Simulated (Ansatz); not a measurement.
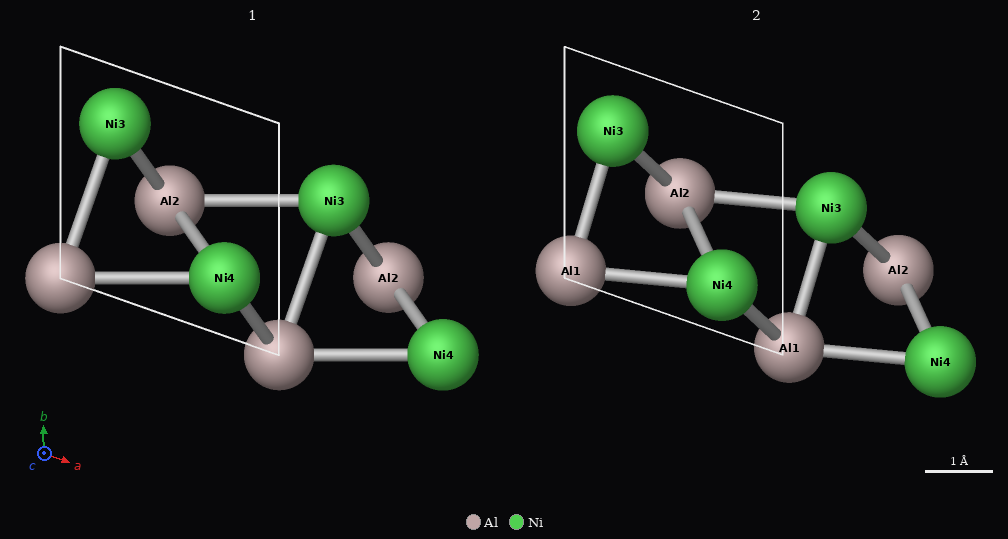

Two geometries of a crystal of AlNi (set up in P1), drawn at one scale. One is the start of a relaxation, the other its converged end. The picture is a ball-and-stick view of the cell of the calculation, repeated 2 × 1 × 1 with one cell outlined, seen along the c axis.

Theory: DFT PBEsol, scalar-relativistic, plane waves, PAW (Ansatz). Set-up: plane-wave cutoff 420 eV; k-point mesh 12 × 12 × 12; occupations gaussian; smearing width 0.15 eV; no spin polarisation; cell and atoms relaxed; force threshold 0.01 eV/Å; at most 80 steps.

Which one is relaxed?

Structure 1 is the relaxed one. Case: all Ni atoms moved 0.3 Å in one direction; relaxed back. The largest moves relative to the cell, 0.15 Å, are those of Al1, Al2, Ni3 and Ni4. Ni4 goes along [2 3 2]. By element the largest moves are Ni 0.15 Å, Al 0.15 Å. The drawn cell changes at constant volume: a = b 4.043 → 4.048 Å (+0.1 %), c 4.050 → 4.048 Å (−0.1 %). Some distances before and after: Al1–Ni4 2.755 → 2.479 Å, Al1–Ni3 2.209 → 2.479 Å, Al1–Ni3 (another image) 2.682 → 2.479 Å, Al1–Ni4 (another image) 2.297 → 2.479 Å. The space group (tolerance 0.01 Å) goes from P1 (No. 1) to Pm-3m (No. 221). The energy falls by 0.600 eV per cell of the calculation in 4 accepted moves (5 points after the start). The largest force component goes from 1.6 to under 0.0001 eV/Å. The pressure goes from 6.46 to −0.01 GPa. At 1 point the geometry stayed and the basis and grid were re-selected for the new cell (energy shift of less than 0.05 meV per cell of the calculation at most each time).
